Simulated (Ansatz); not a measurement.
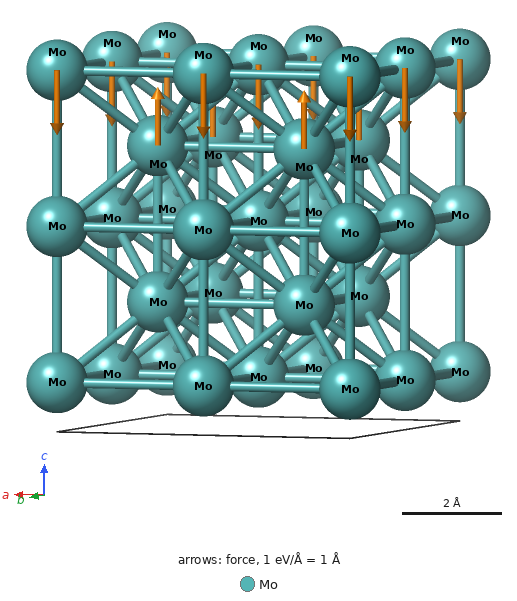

Starting geometry of a slab of composition Mo (cut from the Im-3m phase) with the computed forces as orange arrows. The picture is a ball-and-stick view of the cell of the calculation, outlined in the plane, without the vacuum (origin shifted), seen from a free direction.

Case: clean slab, lower planes held. The slab is the (1 0 0) face of Mo. 8 atoms are held fixed.

All numbers below come from Ansatz 0.2.0, DFT PBE, scalar-relativistic, plane waves, PAW.

Input
```yaml
crystal:
  lattice:
    - [6.3208777387, 0.0, 0.0]
    - [0.0, 6.3208777387, 0.0]
    - [0.0, 0.0, 22.3208777387]
  atoms:
    - { symbol: Mo, position: [0.25, 0.75, 0.3584088446] }
    - { symbol: Mo, position: [0.25, 0.25, 0.3584088446] }
    - { symbol: Mo, position: [0.75, 0.75, 0.3584088446] }
    - { symbol: Mo, position: [0.75, 0.25, 0.3584088446] }
    - { symbol: Mo, position: [0.5, 0.5, 0.4292044223] }
    - { symbol: Mo, position: [0.5, 0.0, 0.4292044223] }
    - { symbol: Mo, position: [0.0, 0.5, 0.4292044223] }
    - { symbol: Mo, position: [0.0, 0.0, 0.4292044223] }
    - { symbol: Mo, position: [0.75, 0.25, 0.5] }
    - { symbol: Mo, position: [0.75, 0.75, 0.5] }
    - { symbol: Mo, position: [0.25, 0.25, 0.5] }
    - { symbol: Mo, position: [0.25, 0.75, 0.5] }
    - { symbol: Mo, position: [0.0, 0.0, 0.5707955777] }
    - { symbol: Mo, position: [0.0, 0.5, 0.5707955777] }
    - { symbol: Mo, position: [0.5, 0.0, 0.5707955777] }
    - { symbol: Mo, position: [0.5, 0.5, 0.5707955777] }
    - { symbol: Mo, position: [0.25, 0.75, 0.6415911554] }
    - { symbol: Mo, position: [0.25, 0.25, 0.6415911554] }
    - { symbol: Mo, position: [0.75, 0.75, 0.6415911554] }
    - { symbol: Mo, position: [0.75, 0.25, 0.6415911554] }
basis:
  ecutwfc: 420
kpoints:
  mp_grid: { grid: [3, 3, 1] }
hamiltonian:
  xc: pbe
scf:
  occupations: { method: gaussian, width: 0.1 }
output:
  forces: true
  eigenvalues: true
relax:
  adjacent_minimum: "off"
  f_tol: 0.03
  max_steps: 70
  constraints: [{ sites: [0, 1, 2, 3, 4, 5, 6, 7] }]
efield:
  axis: 3
  dipole_correction: true
  ramp_width: 0.04
```

Launched with:
```bash
ansatz run input.yaml --threads 4 --pin off --max-ram 10240MiB --backend cpu --events-out ev --progress --plain --runs-dir out
```

Is this structure relaxed? If not, where do the atoms go?

It isn't relaxed: the largest force vector, on Mo atoms, is 1.32 eV/Å. The final displacements follow the starting forces only in part (cosine between the two patterns 0.83). After 4 accepted moves (5 points after the start) the energy has fallen by 0.694 eV per cell of the calculation. The largest force component goes from 1.3 to 0.0029 eV/Å. 1 step only repeated the SCF at the same geometry. The largest moves, 0.18 Å, are those of Mo17, Mo18, Mo19 and Mo20. Mo17 goes along the normal (−c). The cell doesn't change. Near-neighbour distances that change, for instance: Mo10–Mo19 3.160 → 3.021 Å, Mo13–Mo17 2.737 → 2.617 Å, Mo10–Mo13 2.737 → 2.784 Å, Mo1–Mo12 3.160 → 3.116 Å. The run took 93 s on 4 threads of Arm Neoverse V1, on a shared host, peak memory 2 GiB.
